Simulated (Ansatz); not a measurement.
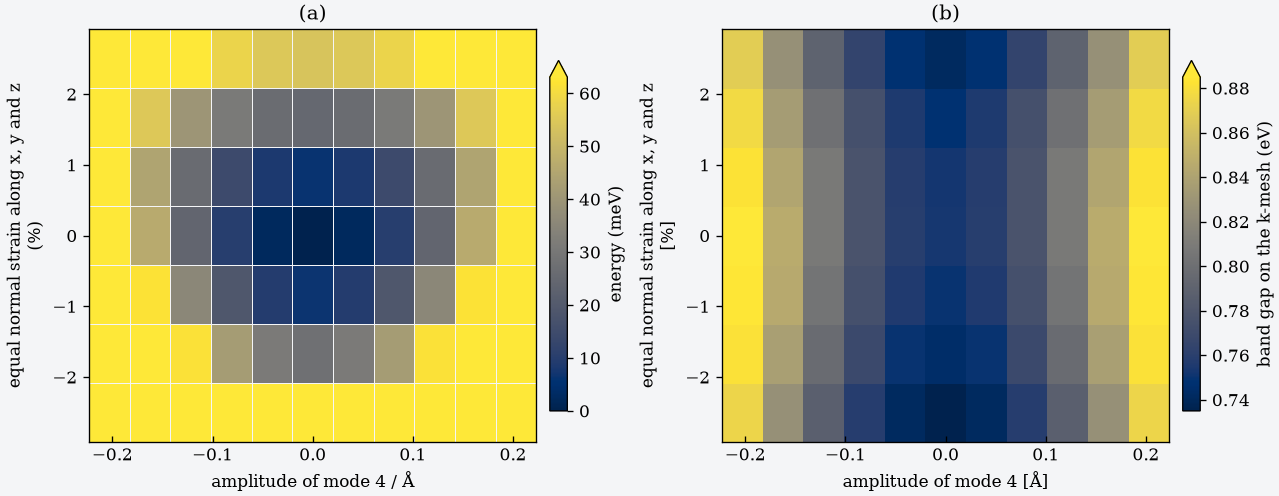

CdS (Fm-3m, No. 225; 2 atoms in the cell). The energy is mapped over a normal mode and a strain (zone-centre modes of the 2-atom cell of this scan) (x, y and z along the cube axes). The first coordinate is: amplitude of mode 4 (139 cm⁻¹), largest displacement in the unstrained cell; the second: equal normal strain along x, y and z. Nothing is relaxed (the pattern is fixed in fractional coordinates). Grid: 11 × 7 points; 42 points were computed and 35 follow by symmetry. Points are written as (first, second). Energies are in meV per cell, from the lowest grid point. Level of theory: DFT r2SCAN, scalar-relativistic, plane waves, PAW (Ansatz). Settings: cutoff 500 eV, k-mesh 8×8×8, gaussian smearing 0.05 eV, no spin polarisation.

Panel (a) is the energy and panel (b) the computed band gap on the k-mesh on the same grid.

In the figure: one coloured cell a grid point, one colour for all values above the top of the scale.

> How does the band gap on the k-mesh vary over the map, and what is it at the lowest grid point?

It runs from 0.73 eV at (0.000 Å, −2.50 %) to 0.89 eV at (−0.203 Å, 0.00 %). At the lowest grid point, (0.000 Å, 0.00 %), it is 0.75 eV.
